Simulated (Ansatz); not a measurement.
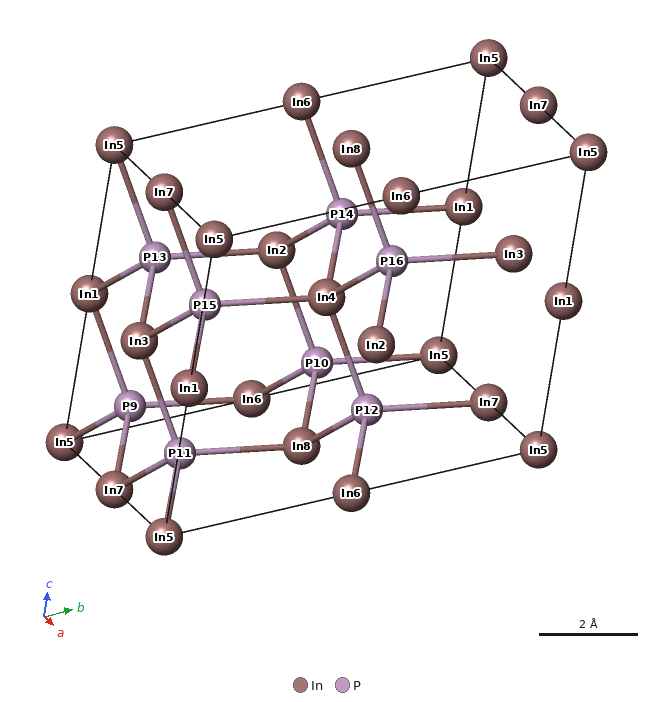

Figure 1. The structure as given in the input (ball-and-stick view of the cell of the calculation, seen slightly off an axis; atoms are numbered from 1 in the order of the input). Near neighbours in the crystal (not all of them lie inside the picture): In has 4 P at 2.58 Å; P has 4 In at 2.58 Å.

# What a change does: single-point calculation on InP

System: InP (F-43m, 16 atoms in the cell).
Method of the first run: DFT PBE, scalar-relativistic, plane waves, PAW, no spin polarisation (Ansatz 0.2.0).

The structure derives from a Materials Project entry. Text and figures count atoms from 1; the logs count them from 0 in places.

### Input file, the first run
```yaml
crystal:
  lattice:
    - [0.0, 5.9597881066, -5.9597881066]
    - [5.9597881066, 5.9597881066, 0.0]
    - [5.9597881066, 0.0, -5.9597881066]
  atoms:
    - { symbol: In, position: [0.0, 0.0, 0.5] }
    - { symbol: In, position: [0.0, 0.5, 0.5] }
    - { symbol: In, position: [0.5, 0.0, 0.5] }
    - { symbol: In, position: [0.5, 0.5, 0.5] }
    - { symbol: In, position: [0.0, 0.0, 1.0] }
    - { symbol: In, position: [0.0, 0.5, 1.0] }
    - { symbol: In, position: [0.5, 0.0, 1.0] }
    - { symbol: In, position: [0.5, 0.5, 1.0] }
    - { symbol: P, position: [0.125, 0.125, 0.125] }
    - { symbol: P, position: [0.125, 0.625, 0.125] }
    - { symbol: P, position: [0.625, 0.125, 0.125] }
    - { symbol: P, position: [0.625, 0.625, 0.125] }
    - { symbol: P, position: [0.125, 0.125, 0.625] }
    - { symbol: P, position: [0.125, 0.625, 0.625] }
    - { symbol: P, position: [0.625, 0.125, 0.625] }
    - { symbol: P, position: [0.625, 0.625, 0.625] }
basis:
  ecutwfc: 420
  xc_grid: 2
kpoints:
  mp_grid: { grid: [3, 3, 3], shift: [0.0, 0.0, 0.0] }
hamiltonian:
  xc: pbe
scf:
  occupations: { method: gaussian, width: 0.02 }
output:
  forces: true
  stress: true
  eigenvalues: true
```

Command:
```bash
ansatz run input.yaml --threads 4 --pin off --max-ram 8192MiB --backend cpu --events-out ev --progress --plain --runs-dir out
```

Hardware: 4 threads of Intel Xeon @ 2.10GHz (Emerald Rapids), 189 GiB of memory available, shared host.

### Output, shortened to warnings, some set-up lines, iterations and results (the first run)
```
Basis set: ecut = 420 eV, 8363 PW (Γ), exchange–correlation on 120×120×120 points (8 copies of the dense FFT grid, shifted against one another)
Symmetry: 192 space group operations
k-points: 4 of 27 (time reversal used)
Initial density: superposition of atomic densities (neutral atoms: chi_scale 0, normalization atom), corrected by the library's trained network
[...]
SCF iter   1: F=—  HF=-50831.973699 eV  |F-HF|=—  |Δ(HF+E_count)|=         —  Δρ=1.53e-3  dr2=2.25e-2  ethr=1.77e-3  ⟨swp⟩=8.0  Hψ=1597  notcnv=0  defer=8
SCF iter   2: F=—  HF=-50831.965479 eV  |F-HF|=—  |Δ(HF+E_count)|=   8.22e-3  Δρ=7.23e-4  dr2=4.80e-3  ethr=1.56e-5  ⟨swp⟩=2.2  Hψ=719  notcnv=0  defer=40
SCF iter   3: F=—  HF=-50831.965740 eV  |F-HF|=—  |Δ(HF+E_count)|=   2.61e-4  Δρ=2.21e-4  dr2=3.56e-4  ethr=3.33e-6  ⟨swp⟩=2.0  Hψ=440  notcnv=0  defer=20
SCF iter   4: F=—  HF=-50831.966145 eV  |F-HF|=—  |Δ(HF+E_count)|=   4.05e-4  Δρ=7.59e-5  dr2=4.95e-5  ethr=2.47e-7  ⟨swp⟩=2.0  Hψ=435  notcnv=0  defer=20
SCF iter   5: F=—  HF=-50831.966412 eV  |F-HF|=—  |Δ(HF+E_count)|=   2.67e-4  Δρ=1.61e-5  dr2=9.44e-7  ethr=3.44e-8  ⟨swp⟩=2.0  Hψ=575  notcnv=0  defer=20
SCF iter   6: F=-50831.966414 eV  HF=-50831.966414 eV  |F-HF|=8.07e-8  |Δ(HF+E_count)|=   2.67e-6  Δρ=3.13e-6  dr2=3.95e-8  ethr=6.94e-11  ⟨swp⟩=12.0  Hψ=1606  notcnv=0
SCF 1 converged in 6 iterations: F = -50831.966414 eV  dr2 = 3.95e-8
SCF converged after 6 iterations
Free energy (F): -50831.966414 eV
Harris-Foulkes:  -50831.966414 eV  (|F-HF|=8.07e-8)
Internal energy: -50831.966414 eV  (E = F + TS)
E sigma→0 (E₀):  -50831.966414 eV
Fermi energy:    6.603074 eV
--- Per-component energies (eV) ---
  E_band       = -489.433486
  E_kinetic    = 2498.020998
  E_local      = -11427.597188  (includes V_loc(G=0)·N_el)
  E_nonlocal   = 3210.369662
  E_hartree    = 4500.402626
  E_xc         = -2207.976177
  E_vxc        = -1272.486807  (∫ρ·V_xc dr)
  E_paw        = -37801.393757  (= ΣΔE_a)
  E_vpaw       = -2498.550688  (= ΣTr[D̂ρ^β])
  E_aug_tail   = 0.000226  (compensation charges beyond the density's cutoff)
  E_ewald      = -9603.792804
  E_smearing   = -0.000000  (= −TS)
  E_closure    = -0.000000  (closes the sum)
  Σ components = -50831.966414   (vs F -50831.966414, Δ=0.00e0)
--- Forces (eV/Å), atoms counted from 1 ---
  atom   1  In     0.00000000     0.00000000    -0.00000000
  atom   2  In     0.00000000     0.00000000     0.00000000
  atom   3  In     0.00000000     0.00000000     0.00000000
  atom   4  In     0.00000000     0.00000000    -0.00000000
  atom   5  In     0.00000000    -0.00000000     0.00000000
  atom   6  In     0.00000000     0.00000000     0.00000000
  atom   7  In     0.00000000     0.00000000     0.00000000
  atom   8  In     0.00000000     0.00000000     0.00000000
  atom   9  P     -0.00000000    -0.00000000     0.00000000
  atom  10  P     -0.00000000    -0.00000000     0.00000000
  atom  11  P     -0.00000000    -0.00000000     0.00000000
  atom  12  P     -0.00000000    -0.00000000     0.00000000
  atom  13  P     -0.00000000    -0.00000000     0.00000000
  atom  14  P     -0.00000000    -0.00000000     0.00000000
  atom  15  P     -0.00000000    -0.00000000     0.00000000
  atom  16  P     -0.00000000    -0.00000000     0.00000000
  max |Σ_I F_I| component: 8.47e-16 eV/Å
--- Stress (GPa, compression-positive) ---
       -0.028485      -0.000000      -0.000000
       -0.000000      -0.028485      -0.000000
       -0.000000       0.000000      -0.028485
  P = ⅓ Tr σ = -0.0285 GPa (-0.285 kbar)
```

The input of the second run differs as follows (lines with − go, lines with + come):
```diff
-  mp_grid: { grid: [3, 3, 3], shift: [0.0, 0.0, 0.0] }
+  mp_grid: { grid: [3, 3, 3], shift: [0.5, 0.5, 0.5] }
```

Predict how the results change.

The free energy of the second run is 6.5 meV per atom lower, which measures how much it depends on this numerical setting. The gap on the mesh goes from 0.44 to 1.24 eV. The number of SCF iterations is the same. The irreducible k-points go from 4 to 6.

### Output, shortened to warnings, some set-up lines, iterations and results (the second run)
```
Warning: crystal.symmetry: narrowed to the stabiliser of the k-point mesh — unitary ops 192 → 48; excluded 144 operations that carry a point of the 3×3×3 mesh (shift [0.5, 0.5, 0.5]) off the mesh (the run samples exactly the mesh kpoints.mp_grid names, as under crystal.symmetry.detect: false, and its converged state has the mesh's symmetry, not the crystal's; ε∞, the Born charges and the force …
Basis set: ecut = 420 eV, 8363 PW (Γ), exchange–correlation on 120×120×120 points (8 copies of the dense FFT grid, shifted against one another)
Symmetry: 48 space group operations
k-points: 6 of 27 (time reversal used)
Initial density: superposition of atomic densities (neutral atoms: chi_scale 0, normalization atom), corrected by the library's trained network
[...]
SCF iter   1: F=—  HF=-50832.081932 eV  |F-HF|=—  |Δ(HF+E_count)|=         —  Δρ=1.88e-3  dr2=3.30e-2  ethr=1.77e-3  ⟨swp⟩=8.3  Hψ=2511  notcnv=0
SCF iter   2: F=—  HF=-50832.070156 eV  |F-HF|=—  |Δ(HF+E_count)|=   1.18e-2  Δρ=8.78e-4  dr2=6.53e-3  ethr=2.30e-5  ⟨swp⟩=2.5  Hψ=1109  notcnv=0  defer=49
SCF iter   3: F=—  HF=-50832.070242 eV  |F-HF|=—  |Δ(HF+E_count)|=   8.63e-5  Δρ=2.64e-4  dr2=5.22e-4  ethr=4.53e-6  ⟨swp⟩=2.0  Hψ=687  notcnv=0  defer=19
SCF iter   4: F=—  HF=-50832.070755 eV  |F-HF|=—  |Δ(HF+E_count)|=   5.13e-4  Δρ=8.68e-5  dr2=6.43e-5  ethr=3.62e-7  ⟨swp⟩=2.0  Hψ=663  notcnv=0  defer=19
SCF iter   5: F=—  HF=-50832.071039 eV  |F-HF|=—  |Δ(HF+E_count)|=   2.84e-4  Δρ=2.09e-5  dr2=1.55e-6  ethr=4.46e-8  ⟨swp⟩=2.3  Hψ=951  notcnv=0  defer=19
SCF iter   6: F=-50832.071043 eV  HF=-50832.071043 eV  |F-HF|=1.17e-7  |Δ(HF+E_count)|=   4.11e-6  Δρ=3.61e-6  dr2=4.58e-8  ethr=6.94e-11  ⟨swp⟩=11.0  Hψ=2511  notcnv=0
SCF 1 converged in 6 iterations: F = -50832.071043 eV  dr2 = 4.58e-8
SCF converged after 6 iterations
Free energy (F): -50832.071043 eV
Harris-Foulkes:  -50832.071043 eV  (|F-HF|=1.17e-7)
Internal energy: -50832.071043 eV  (E = F + TS)
E sigma→0 (E₀):  -50832.071043 eV
Fermi energy:    6.916753 eV
--- Per-component energies (eV) ---
  E_band       = -489.739262
  E_kinetic    = 2497.482774
  E_local      = -11427.035406  (includes V_loc(G=0)·N_el)
  E_nonlocal   = 3210.312140
  E_hartree    = 4499.949776
  E_xc         = -2207.997750
  E_vxc        = -1272.492228  (∫ρ·V_xc dr)
  E_paw        = -37800.990000  (= ΣΔE_a)
  E_vpaw       = -2497.911048  (= ΣTr[D̂ρ^β])
  E_aug_tail   = 0.000226  (compensation charges beyond the density's cutoff)
  E_ewald      = -9603.792804
  E_smearing   = -0.000000  (= −TS)
  E_closure    = -0.000000  (closes the sum)
  Σ components = -50832.071043   (vs F -50832.071043, Δ=0.00e0)
--- Forces (eV/Å), atoms counted from 1 ---
  atom   1  In    -0.00040302    -0.00040302     0.00040302
  atom   2  In    -0.00040302    -0.00040302     0.00040302
  atom   3  In    -0.00040302    -0.00040302     0.00040302
  atom   4  In    -0.00040302    -0.00040302     0.00040302
  atom   5  In    -0.00040302    -0.00040302     0.00040302
  atom   6  In    -0.00040302    -0.00040302     0.00040302
  atom   7  In    -0.00040302    -0.00040302     0.00040302
  atom   8  In    -0.00040302    -0.00040302     0.00040302
  atom   9  P      0.00040419     0.00040419    -0.00040419
  atom  10  P      0.00040419     0.00040419    -0.00040419
  atom  11  P      0.00040419     0.00040419    -0.00040419
  atom  12  P      0.00040419     0.00040419    -0.00040419
  atom  13  P      0.00040419     0.00040419    -0.00040419
  atom  14  P      0.00040419     0.00040419    -0.00040419
  atom  15  P      0.00040419     0.00040419    -0.00040419
  atom  16  P      0.00040419     0.00040419    -0.00040419
  max |Σ_I F_I| component: 9.41e-6 eV/Å
--- Stress (GPa, compression-positive) ---
       -0.003248      -0.047444       0.047444
       -0.047444      -0.003248       0.047444
        0.047444       0.047444      -0.003248
  P = ⅓ Tr σ = -0.0032 GPa (-0.032 kbar)
```

### The two runs side by side

```csv
quantity,the first run,the second run
outcome,converged,converged
free energy per atom (eV),−3176.9979,−3177.0044
gap on the mesh (eV),0.44,1.24
pressure (GPa),−0.03,0.00
largest force (eV/Å),0.000,0.001
SCF iterations,6,6
irreducible k-points,4,6
plane waves at Γ,8363,8363
wall time (shared host),21 s,23 s
```

For the second run: Warnings: the k-point mesh lowers the symmetry that the run can use.
